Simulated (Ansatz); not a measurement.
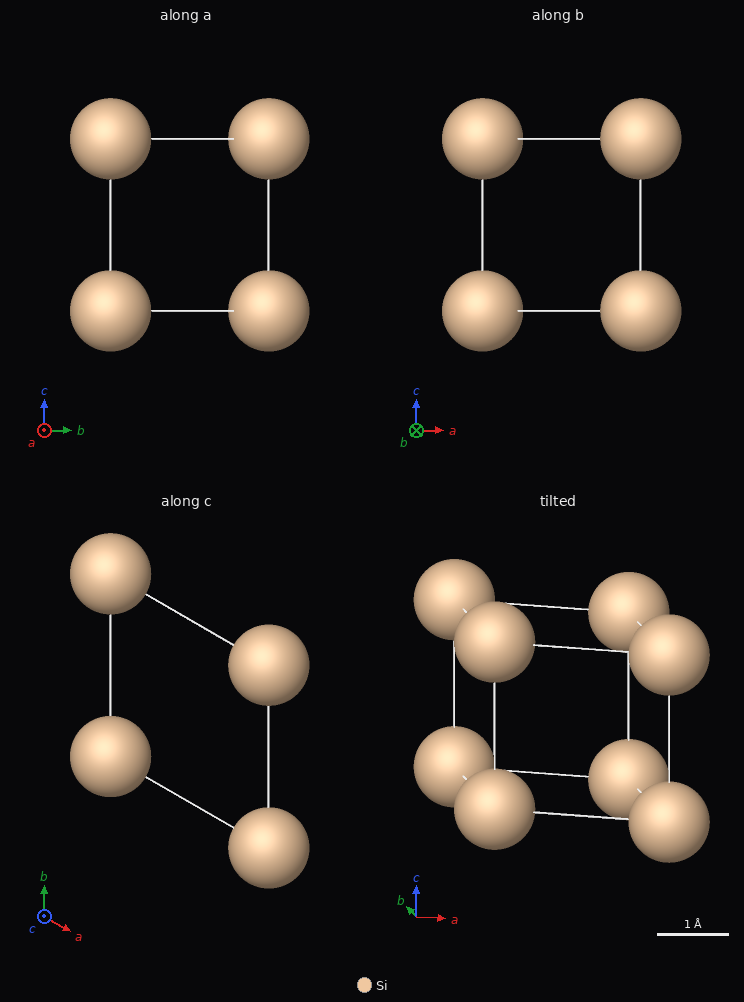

The figure gives a spheres-only picture of the atoms, viewed along the a axis, along the b axis, along the c axis and slightly off an axis. The conventional unit cell is outlined; an atom on or near a face, edge or corner is repeated at each equivalent position.

Lattice parameters: a = 2.6092 Å, b = 2.6092 Å, c = 2.4573 Å, α = 90.000°, β = 90.000°, γ = 120.000°.

Write down what is shown as a CIF in P1 with every atom of the cell.

Answer.
```cif
data_structure
_symmetry_space_group_name_H-M 'P 1'
_symmetry_Int_Tables_number 1
_cell_length_a 2.6092
_cell_length_b 2.6092
_cell_length_c 2.4573
_cell_angle_alpha 90.000
_cell_angle_beta 90.000
_cell_angle_gamma 120.000
_cell_volume 14.49
loop_
_atom_site_label
_atom_site_type_symbol
_atom_site_fract_x
_atom_site_fract_y
_atom_site_fract_z
_atom_site_occupancy
Si1 Si 0.0000 0.0000 0.0000 1
```

The structure comes from a structure type filled with this element by a generator (whether the element takes this form wasn't checked). The picture shows the end point of a geometry optimisation with DFT PBE+D3(BJ), scalar-relativistic, plane waves, PAW (Ansatz 0.2.0).
